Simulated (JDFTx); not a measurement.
**Run report: Na, single-point calculation at one volume of an equation of state**

System: Na (Im-3m, 1 atom in the cell).
Method: Kohn-Sham DFT of a periodic cell, r2SCAN, SG15-PBE-1.2, no spin polarisation (JDFTx 1.7.0 (patched build)).

The structure derives from an entry of the Crystallography Open Database. It belongs to a series of runs on one base structure; here: volume scaled by 0.98.

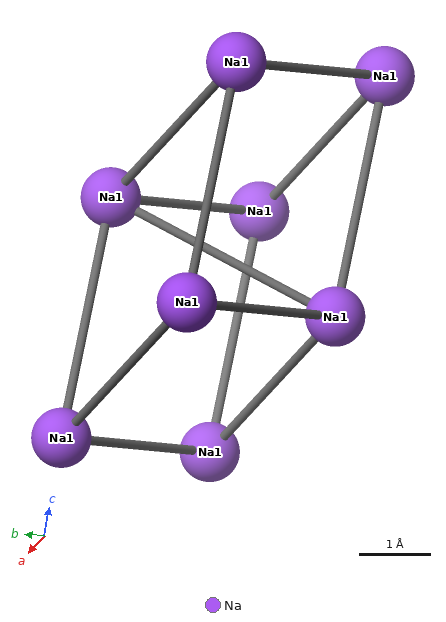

*The input geometry (ball-and-stick view of the cell of the calculation, seen at an oblique angle; atoms are numbered from 1 in the order of the input).*

Near neighbours in the crystal (not all of them lie inside the picture): Na has 8 Na at 3.68 Å.

### The input
```
lattice Body-Centered Cubic 8.0374981979
coords-type Lattice
ion Na     0.0000000000     0.0000000000     0.0000000000 1

ion-species pseudo/Na.upf
elec-cutoff 40
elec-ex-corr mgga-x-r2scan mgga-c-r2scan
kpoint-folding 9 9 9
elec-smearing Fermi 0.0018374661
elec-n-bands 10
electronic-SCF nIterations 100 energyDiffThreshold 1e-09
electronic-minimize nIterations 30 energyDiffThreshold 1e-7
forces-output-coords Cartesian

dump-name run.$VAR
dump End Ecomponents EigStats BandEigs Kpoints Forces Stress
```

Run on 1 thread of Arm Neoverse V1, 24 GiB of memory available, shared host.

Run as:
```bash
jdftx -c 1 -i Na.in -o Na.out
```

### The program's output
```
*************** JDFTx 1.7.0 (patched build) ***************

Input parsed successfully to the following command list (including defaults):
[... the input with its defaults ...]

---------- Setting up symmetries ----------

Found 48 point-group symmetries of the bravais lattice
Found 48 space-group symmetries with basis
Applied RMS atom displacement 0 bohrs to make symmetries exact.

---------- Initializing the Grid ----------
R =
[     -4.01875      4.01875      4.01875  ]
[      4.01875     -4.01875      4.01875  ]
[      4.01875      4.01875     -4.01875  ]
unit cell volume = 259.617
G =
[ -1.50873e-17   0.781734   0.781734  ]
[   0.781734 -1.50873e-17   0.781734  ]
[   0.781734   0.781734 -1.50873e-17  ]
Minimum fftbox size, Smin = [  40  40  40  ]
Chosen fftbox size, S = [  40  40  40  ]

---------- Exchange Correlation functional ----------
Initialized LibXC exchange functional 'Re-regularized SCAN exchange by Furness et al'
Initialized LibXC correlation functional 'Re-regularized SCAN correlation by Furness et al'

---------- Setting up pseudopotentials ----------
Width of ionic core gaussian charges (only for fluid interactions / plotting) set to 0

Reading pseudopotential file 'pseudo/Na.upf':
  'Na' pseudopotential, 'PBE' functional
  Generated using ONCVPSP code by D. R. Hamann
  9 valence electrons, 0 orbitals, 4 projectors, 602 radial grid points, with lMax = 1
  Core radius for overlap checks: 2.01 bohrs.

Initialized 1 species with 1 total atoms.

Folded 1 k-points by 9x9x9 to 729 k-points.

---------- Setting up k-points, bands, fillings ----------
Reduced to 35 k-points under symmetry.
Computing the number of bands and number of electrons
Calculating initial fillings.
nElectrons:   9.000000   nBands: 10   nStates: 35

----- Setting up reduced wavefunction bases (one per k-point) -----
average nbasis = 3136.904 , ideal nbasis = 3137.015

---------- Setting up ewald sum ----------
Optimum gaussian width for ewald sums = 2.509220 bohr.
Real space sum over 2197 unit cells with max indices [  6  6  6  ]
Reciprocal space sum over 2197 terms with max indices [  6  6  6  ]

---------- Allocating electronic variables ----------
Initializing wave functions:  (No orbitals for LCAO)  bandwidth-limited random numbers

Setting the auxilliary hamiltonian equal to the subspace hamiltonian.

-------- Electronic minimization -----------
Will mix electronic and kinetic density at each iteration.
	FillingsUpdate:  mu: +0.458257996  nElectrons: 9.000000
	FillingsUpdate:  mu: -0.631630791  nElectrons: 9.000000
SCF: Cycle:  0   F: -39.025065107005702   dF: -2.276e+01   |Residual|: 4.545e+00   |deigs|: 2.226e+00
	FillingsUpdate:  mu: -0.446653904  nElectrons: 9.000000
SCF: Cycle:  1   F: -41.272606503216650   dF: -2.248e+00   |Residual|: 7.931e+00   |deigs|: 3.102e-01
	FillingsUpdate:  mu: -0.913776168  nElectrons: 9.000000
SCF: Cycle:  2   F: -40.116285614440976   dF: +1.156e+00   |Residual|: 1.403e+01   |deigs|: 6.070e-01
	FillingsUpdate:  mu: -60.111245819  nElectrons: 9.000000
SCF: Cycle:  3   F: +108.201180979891362   dF: +1.483e+02   |Residual|: 3.532e+01   |deigs|: 4.880e+01
	FillingsUpdate:  mu: -3.233674781  nElectrons: 9.000000
SCF: Cycle:  4   F: +55.989171267534481   dF: -5.221e+01   |Residual|: 1.524e+01   |deigs|: 4.509e+01
	FillingsUpdate:  mu: +0.420701246  nElectrons: 9.000000
SCF: Cycle:  5   F: -33.110847222759411   dF: -8.910e+01   |Residual|: 5.072e+00   |deigs|: 7.489e+00
	FillingsUpdate:  mu: +0.022556775  nElectrons: 9.000000
SCF: Cycle:  6   F: -41.534832799805649   dF: -8.424e+00   |Residual|: 6.928e-01   |deigs|: 1.047e+00
	FillingsUpdate:  mu: +0.072045199  nElectrons: 9.000000
SCF: Cycle:  7   F: -42.604836466267294   dF: -1.070e+00   |Residual|: 1.153e+00   |deigs|: 3.588e-01
	FillingsUpdate:  mu: +0.068925562  nElectrons: 9.000000
SCF: Cycle:  8   F: -42.636322480076011   dF: -3.149e-02   |Residual|: 1.755e+00   |deigs|: 4.037e-02
	FillingsUpdate:  mu: -0.072441022  nElectrons: 9.000000
SCF: Cycle:  9   F: -41.868755047929746   dF: +7.676e-01   |Residual|: 2.075e+00   |deigs|: 1.165e-01
	FillingsUpdate:  mu: +0.066113050  nElectrons: 9.000000
SCF: Cycle: 10   F: -42.617861584665725   dF: -7.491e-01   |Residual|: 2.279e+00   |deigs|: 1.102e-01
	FillingsUpdate:  mu: +0.102031427  nElectrons: 9.000000
SCF: Cycle: 11   F: -42.229893425804413   dF: +3.880e-01   |Residual|: 5.323e+00   |deigs|: 5.443e-01
	FillingsUpdate:  mu: +0.047302596  nElectrons: 9.000000
SCF: Cycle: 12   F: -42.496785029872207   dF: -2.669e-01   |Residual|: 4.040e+00   |deigs|: 7.902e-01
	FillingsUpdate:  mu: +0.088864153  nElectrons: 9.000000
SCF: Cycle: 13   F: -42.587603094532888   dF: -9.082e-02   |Residual|: 1.733e+00   |deigs|: 5.743e-01
	FillingsUpdate:  mu: +0.073077684  nElectrons: 9.000000
SCF: Cycle: 14   F: -42.641104551633369   dF: -5.350e-02   |Residual|: 9.622e-01   |deigs|: 2.223e-01
	FillingsUpdate:  mu: +0.049385150  nElectrons: 9.000000
SCF: Cycle: 15   F: -42.432172820449395   dF: +2.089e-01   |Residual|: 5.169e+00   |deigs|: 4.053e-01
	FillingsUpdate:  mu: +0.059408901  nElectrons: 9.000000
SCF: Cycle: 16   F: -42.539082558648822   dF: -1.069e-01   |Residual|: 3.981e+00   |deigs|: 1.979e-01
	FillingsUpdate:  mu: -0.424433938  nElectrons: 9.000000
SCF: Cycle: 17   F: -37.762792796315914   dF: +4.776e+00   |Residual|: 2.927e+00   |deigs|: 3.906e-01
	FillingsUpdate:  mu: +0.072196914  nElectrons: 9.000000
SCF: Cycle: 18   F: -42.645299509081489   dF: -4.883e+00   |Residual|: 8.353e-01   |deigs|: 4.479e-01
	FillingsUpdate:  mu: +0.070014795  nElectrons: 9.000000
SCF: Cycle: 19   F: -42.646618355765725   dF: -1.319e-03   |Residual|: 3.337e-01   |deigs|: 4.770e-02
	FillingsUpdate:  mu: +0.069763315  nElectrons: 9.000000
SCF: Cycle: 20   F: -42.642223247000189   dF: +4.395e-03   |Residual|: 3.116e-01   |deigs|: 4.934e-03
	FillingsUpdate:  mu: +0.065463223  nElectrons: 9.000000
SCF: Cycle: 21   F: -42.649899688167970   dF: -7.676e-03   |Residual|: 1.810e-01   |deigs|: 2.721e-02
	FillingsUpdate:  mu: +0.066357738  nElectrons: 9.000000
SCF: Cycle: 22   F: -42.650025329312491   dF: -1.256e-04   |Residual|: 1.666e-01   |deigs|: 8.923e-03
	FillingsUpdate:  mu: +0.066512578  nElectrons: 9.000000
SCF: Cycle: 23   F: -42.650172645920470   dF: -1.473e-04   |Residual|: 1.691e-01   |deigs|: 1.390e-03
	FillingsUpdate:  mu: +0.050983041  nElectrons: 9.000000
SCF: Cycle: 24   F: -42.612970255323965   dF: +3.720e-02   |Residual|: 2.107e-01   |deigs|: 1.617e-02
	FillingsUpdate:  mu: +0.066212497  nElectrons: 9.000000
SCF: Cycle: 25   F: -42.650072003231791   dF: -3.710e-02   |Residual|: 1.730e-01   |deigs|: 1.621e-02
	FillingsUpdate:  mu: +0.066082825  nElectrons: 9.000000
SCF: Cycle: 26   F: -42.649445771875399   dF: +6.262e-04   |Residual|: 1.722e-01   |deigs|: 1.009e-03
	FillingsUpdate:  mu: +0.066627389  nElectrons: 9.000000
SCF: Cycle: 27   F: -42.650246279969458   dF: -8.005e-04   |Residual|: 1.567e-01   |deigs|: 1.496e-03
	FillingsUpdate:  mu: +0.072748840  nElectrons: 9.000000
SCF: Cycle: 28   F: -42.647668435450306   dF: +2.578e-03   |Residual|: 1.033e-01   |deigs|: 9.849e-03
	FillingsUpdate:  mu: +0.079298691  nElectrons: 9.000000
SCF: Cycle: 29   F: -42.642679740939322   dF: +4.989e-03   |Residual|: 2.181e-01   |deigs|: 1.127e-02
	FillingsUpdate:  mu: +0.082043218  nElectrons: 9.000000
SCF: Cycle: 30   F: -42.643364316540897   dF: -6.846e-04   |Residual|: 2.488e-01   |deigs|: 3.795e-03
	FillingsUpdate:  mu: +0.081520958  nElectrons: 9.000000
SCF: Cycle: 31   F: -42.643472544740249   dF: -1.082e-04   |Residual|: 2.443e-01   |deigs|: 5.754e-04
	FillingsUpdate:  mu: +0.082910517  nElectrons: 9.000000
SCF: Cycle: 32   F: -42.643541269051774   dF: -6.872e-05   |Residual|: 2.624e-01   |deigs|: 2.075e-03
	FillingsUpdate:  mu: +0.080090949  nElectrons: 9.000000
SCF: Cycle: 33   F: -42.643008873639495   dF: +5.324e-04   |Residual|: 2.331e-01   |deigs|: 3.429e-03
	FillingsUpdate:  mu: +0.076319821  nElectrons: 9.000000
SCF: Cycle: 34   F: -42.646523369555311   dF: -3.514e-03   |Residual|: 6.802e-02   |deigs|: 1.286e-02
	FillingsUpdate:  mu: +0.074516503  nElectrons: 9.000000
SCF: Cycle: 35   F: -42.647298305513623   dF: -7.749e-04   |Residual|: 3.535e-02   |deigs|: 3.968e-03
	FillingsUpdate:  mu: +0.066158360  nElectrons: 9.000000
SCF: Cycle: 36   F: -42.650500613452614   dF: -3.202e-03   |Residual|: 1.477e-02   |deigs|: 6.546e-03
	FillingsUpdate:  mu: +0.066506578  nElectrons: 9.000000
SCF: Cycle: 37   F: -42.650509711493953   dF: -9.098e-06   |Residual|: 7.613e-03   |deigs|: 2.809e-03
	FillingsUpdate:  mu: +0.066741847  nElectrons: 9.000000
SCF: Cycle: 38   F: -42.650534892131773   dF: -2.518e-05   |Residual|: 8.691e-03   |deigs|: 1.847e-03
	FillingsUpdate:  mu: +0.066400948  nElectrons: 9.000000
SCF: Cycle: 39   F: -42.650544632402621   dF: -9.740e-06   |Residual|: 2.737e-03   |deigs|: 5.199e-04
	FillingsUpdate:  mu: +0.066310244  nElectrons: 9.000000
SCF: Cycle: 40   F: -42.650545620220214   dF: -9.878e-07   |Residual|: 6.289e-04   |deigs|: 4.018e-04
	FillingsUpdate:  mu: +0.066239881  nElectrons: 9.000000
SCF: Cycle: 41   F: -42.650545862238509   dF: -2.420e-07   |Residual|: 2.469e-04   |deigs|: 2.390e-04
	FillingsUpdate:  mu: +0.066227281  nElectrons: 9.000000
SCF: Cycle: 42   F: -42.650545881054327   dF: -1.882e-08   |Residual|: 1.102e-04   |deigs|: 4.108e-05
	FillingsUpdate:  mu: +0.066212214  nElectrons: 9.000000
SCF: Cycle: 43   F: -42.650545894294233   dF: -1.324e-08   |Residual|: 8.645e-05   |deigs|: 3.924e-05
	FillingsUpdate:  mu: +0.066215656  nElectrons: 9.000000
SCF: Cycle: 44   F: -42.650545895180898   dF: -8.867e-10   |Residual|: 1.441e-05   |deigs|: 1.593e-05
	FillingsUpdate:  mu: +0.066214739  nElectrons: 9.000000
SCF: Cycle: 45   F: -42.650545895571788   dF: -3.909e-10   |Residual|: 5.278e-06   |deigs|: 2.177e-06
SCF: Converged (|Delta E|<1.000000e-09 for 2 iters).

Setting wave functions to eigenvectors of Hamiltonian

# Stress tensor in Cartesian coordinates [Eh/a0^3]:
[  4.26092e-06            0            0  ]
[            0  4.26092e-06            0  ]
[            0            0  4.26092e-06  ]

# Ionic positions in lattice coordinates:
ion Na   0.000000000000000   0.000000000000000   0.000000000000000 1

# Forces in Cartesian coordinates:
force Na  -0.000000000000000   0.000000000000000  -0.000000000000000 1

# Energy components:
   Eewald =      -18.3376656611393614
       EH =       17.3113121882816152
     Eloc =      -44.0885416865630617
      Enl =      -12.9779269799964041
      Exc =       -6.3276385953962198
       KE =       21.7700314649833722
-------------------------------------
     Etot =      -42.6504292698300560
       TS =        0.0001166257417297
-------------------------------------
        F =      -42.6505458955717884

IonicMinimize: Iter:   0  F: -42.650545895571788  |grad|_K:  0.000e+00
IonicMinimize: Converged (|grad|_K<1.000000e-04).

Dumping 'run.eigStats' ...
	eMin: -1.984820 at state 0 ( [ +0.000000 +0.000000 +0.000000 ] spin 0 )
	HOMO: +0.062644 at state 22 ( [ +0.111111 +0.444444 -0.333333 ] spin 0 )
	mu  : +0.066215
	LUMO: +0.069890 at state 4 ( [ +0.000000 +0.000000 +0.444444 ] spin 0 )
	eMax: +0.726358 at state 25 ( [ +0.222222 +0.222222 +0.222222 ] spin 0 )
	HOMO-LUMO gap: +0.007246
	Optical gap  : +0.141366 at state 22 ( [ +0.111111 +0.444444 -0.333333 ] spin 0 )
Done!
```

### Summary

| quantity | value |
| --- | --- |
| outcome | converged |
| space group (tolerance 0.01 Å) | Im-3m (229) |
| electrons treated | 9 |
| free energy | −1160.5805 eV |
| Fermi energy | 1.802 eV |
| gap on the k-point mesh | none (metallic) |
| pressure | −0.13 GPa |
| largest force (length of the vector) | under 0.001 eV/Å |
| wall time | 6.9 min |
| peak memory | 0.08 GiB |

### Remarks

Points of doubt noted for this run: metagga forces on grid.
